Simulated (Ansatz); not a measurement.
**A series of single points on HfO2**

System: HfO2 (Pca2₁, 12 atoms in the cell).
Method: Kohn-Sham DFT of a periodic cell, PBE, Ansatz PAW, no spin polarisation (Ansatz 0.2.0).

The 6 runs differ only in the geometry, by an even scaling of the cell at fixed fractional positions. The structure derives from a Materials Project entry.

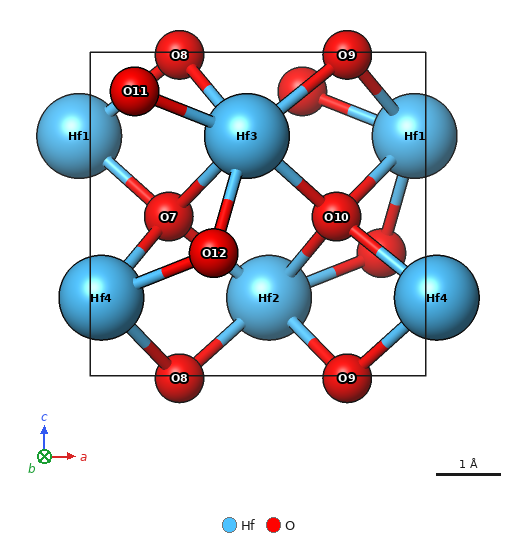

Figure 1. The structure of run 4 (ball-and-stick view of the cell of the calculation, along the b axis; atoms are numbered from 1 in the order of the input).

## Input of run 4
```yaml
crystal:
  lattice:
    - [5.2540303499, 0.0, 0.0]
    - [0.0, 5.0379087863, 0.0]
    - [0.0, 0.0, 5.0660150614]
  atoms:
    - { symbol: Hf, position: [0.966994, 0.73252082, 0.74144035] }
    - { symbol: Hf, position: [0.533006, 0.73252082, 0.24144035] }
    - { symbol: Hf, position: [0.466994, 0.26747918, 0.74144035] }
    - { symbol: Hf, position: [0.033006, 0.26747918, 0.24144035] }
    - { symbol: O, position: [0.63212745, 0.9286454, 0.87926726] }
    - { symbol: O, position: [0.86787255, 0.9286454, 0.37926726] }
    - { symbol: O, position: [0.23394852, 0.53988305, 0.49229239] }
    - { symbol: O, position: [0.26605148, 0.53988305, 0.99229239] }
    - { symbol: O, position: [0.76605148, 0.46011695, 0.99229239] }
    - { symbol: O, position: [0.73394852, 0.46011695, 0.49229239] }
    - { symbol: O, position: [0.13212745, 0.0713546, 0.87926726] }
    - { symbol: O, position: [0.36787255, 0.0713546, 0.37926726] }
hamiltonian:
  xc: pbe
  pseudopotentials: { kind: paw }
kpoints:
  mp_grid: { grid: [5, 6, 5] }
scf:
  occupations: { method: fermi_dirac, width: 0.05 }
output:
  forces: true
  stress: true
  eigenvalues: true
```

Command:
```bash
ansatz run input.yaml --threads 2 --pin off --max-ram 5120MiB --backend cpu --events-out ev --progress --plain --runs-dir out
```

Run 2 differs from it as follows:
```diff
-    - [5.2540303499, 0.0, 0.0]
-    - [0.0, 5.0379087863, 0.0]
-    - [0.0, 0.0, 5.0660150614]
+    - [5.1844323491, 0.0, 0.0]
+    - [0.0, 4.9711736599, 0.0]
+    - [0.0, 0.0, 4.9989076225]
```

## Results, with one run withheld

| run | volume per atom (Å³) | free energy per atom, from the lowest run given (meV) | pressure (GPa) | gap on the mesh (eV) |
| --- | --- | --- | --- | --- |
| 1 | 10.517 | 55.47 | 22.22 | 4.62 |
| 2 | 10.736 | ? | ? | ? |
| 3 | 10.955 | 12.33 | 9.76 | 4.48 |
| 4 | 11.175 | 2.70 | 4.41 | 4.41 |
| 5 | 11.394 | 0.00 | −0.42 | 4.35 |
| 6 | 11.613 | 3.63 | −4.80 | 4.28 |

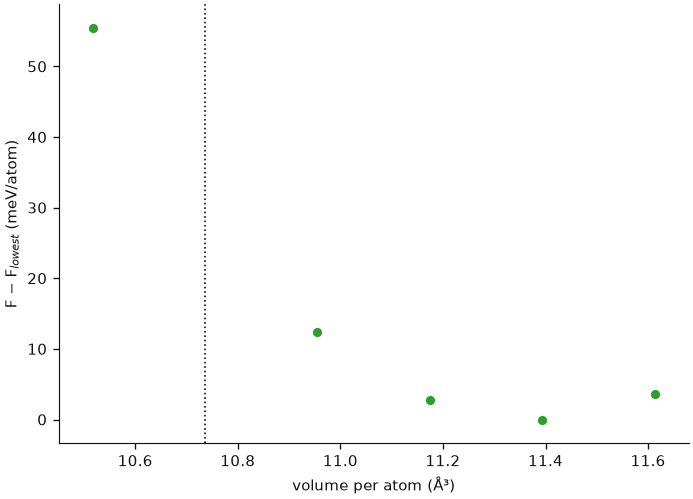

Figure 2. Free energy per atom of the runs given; the dotted line marks run 2.

Estimate the energy of run 2 from the others.

A cubic polynomial in V^(−2/3) (the Birch–Murnaghan form), fitted to the 5 runs given, misses them by at most 0.02 meV per atom. With x = V^(−2/3) − 0.20072 Å⁻², it reads F = 4.4018 + 2948.3 x + 4.934e+05 x² + 2.7819e+05 x³ (meV per atom). At run 2 it gives 29.65 meV per atom, and the run itself gives 29.66. The slope of the fit gives a pressure −dF/dV of 15.67 GPa there, and the run prints 15.67 GPa. The fit has its minimum at 11.374 Å³ per atom, where V d²F/dV² gives 240 GPa. Cell shape and fractional positions are held, so this is the stiffness under even scaling; the relaxed bulk modulus wasn't computed. The gap on the mesh goes, without turning, from 4.62 eV in run 1 to 4.28 eV in run 6; run 2 has 4.55 eV. These are gaps of this functional on this mesh, which can miss the band edges; they aren't the measured gap.

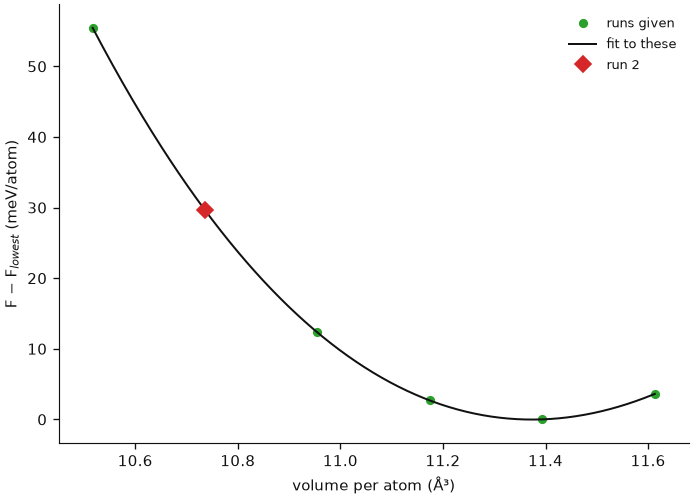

Figure 3. The fit and the withheld run.

## Output, shortened to warnings, some set-up lines, iterations and results (run 2)
```
Basis set: ecut = 420 eV, 2553 PW (Γ), exchange–correlation on 72×72×72 points (8 copies of the dense FFT grid, shifted against one another)
Symmetry: 4 space group operations
k-points: 36 of 150 (time reversal used)
Initial density: superposition of atomic densities (neutral atoms: chi_scale 0, normalization atom), corrected by the library's trained network
[...]
SCF iter   1: F=—  HF=-67446.036106 eV  |F-HF|=—  |Δ(HF+E_count)|=         —  Δρ=3.62e-3  dr2=1.12e-2  ethr=1.77e-3  ⟨swp⟩=5.5  Hψ=10364  notcnv=0  defer=98
SCF iter   2: F=—  HF=-67446.035829 eV  |F-HF|=—  |Δ(HF+E_count)|=   2.77e-4  Δρ=1.73e-3  dr2=1.52e-3  ethr=7.36e-6  ⟨swp⟩=2.0  Hψ=5976  notcnv=0  defer=120
SCF iter   3: F=—  HF=-67446.036415 eV  |F-HF|=—  |Δ(HF+E_count)|=   5.86e-4  Δρ=7.72e-4  dr2=4.50e-4  ethr=1.00e-6  ⟨swp⟩=2.0  Hψ=3809  notcnv=0  defer=6
SCF iter   4: F=—  HF=-67446.036651 eV  |F-HF|=—  |Δ(HF+E_count)|=   2.36e-4  Δρ=1.31e-4  dr2=2.38e-5  ethr=2.96e-7  ⟨swp⟩=2.0  Hψ=5115  notcnv=0  defer=6
SCF iter   5: F=—  HF=-67446.036899 eV  |F-HF|=—  |Δ(HF+E_count)|=   2.48e-4  Δρ=8.16e-5  dr2=6.81e-6  ethr=1.57e-8  ⟨swp⟩=2.0  Hψ=5700  notcnv=0  defer=6
SCF iter   6: F=—  HF=-67446.036896 eV  |F-HF|=—  |Δ(HF+E_count)|=   3.14e-6  Δρ=2.61e-5  dr2=7.02e-7  ethr=4.48e-9  ⟨swp⟩=2.0  Hψ=5691  notcnv=0  defer=6
SCF iter   7: F=-67446.036896 eV  HF=-67446.036896 eV  |F-HF|=9.46e-9  |Δ(HF+E_count)|=   4.11e-7  Δρ=7.22e-6  dr2=4.92e-8  ethr=6.58e-11  ⟨swp⟩=7.6  Hψ=15071  notcnv=0
SCF 1 converged in 7 iterations: F = -67446.036896 eV  dr2 = 4.92e-8
SCF converged after 7 iterations
Free energy (F): -67446.036896 eV
Harris-Foulkes:  -67446.036896 eV  (|F-HF|=9.46e-9)
Internal energy: -67446.036896 eV  (E = F + TS)
E sigma→0 (E₀):  -67446.036896 eV
Fermi energy:    17.880972 eV
--- Per-component energies (eV) ---
  E_band       = 245.628242
  E_kinetic    = 3105.908181
  E_local      = -23125.699348  (includes V_loc(G=0)·N_el)
  E_nonlocal   = -4585.206083
  E_hartree    = 10634.869253
  E_xc         = -1796.072401
  E_vxc        = -1825.845909  (∫ρ·V_xc dr)
  E_paw        = -28977.895422  (= ΣΔE_a)
  E_vpaw       = 5406.704001  (= ΣTr[D̂ρ^β])
  E_aug_tail   = 0.019905  (compensation charges beyond the density's cutoff)
  E_ewald      = -22701.960981
  E_smearing   = -0.000000  (= −TS)
  E_closure    = -0.000000  (closes the sum)
  Σ components = -67446.036896   (vs F -67446.036896, Δ=0.00e0)
--- Forces (eV/Å), atoms counted from 1 ---
  atom   1  Hf     0.09665838    -0.08887797     0.12817344
  atom   2  Hf    -0.09665838    -0.08887797     0.12817344
  atom   3  Hf     0.09665838     0.08887797     0.12817344
  atom   4  Hf    -0.09665838     0.08887797     0.12817344
  atom   5  O     -0.04356944    -0.07195626    -0.02501077
  atom   6  O      0.04356944    -0.07195626    -0.02501077
  atom   7  O      0.07908905     0.14273452    -0.10314806
  atom   8  O     -0.07908905     0.14273452    -0.10314806
  atom   9  O     -0.07908905    -0.14273452    -0.10314806
  atom  10  O      0.07908905    -0.14273452    -0.10314806
  atom  11  O     -0.04356944     0.07195626    -0.02501077
  atom  12  O      0.04356944     0.07195626    -0.02501077
  max |Σ_I F_I| component: 5.84e-5 eV/Å
--- Stress (GPa, compression-positive) ---
       15.733780       0.000000       0.000000
        0.000000      16.092435       0.000000
        0.000000       0.000000      15.192579
  P = ⅓ Tr σ = 15.6729 GPa (156.729 kbar)
```

Notes: Spin–orbit coupling is left out, which matters for Hf.
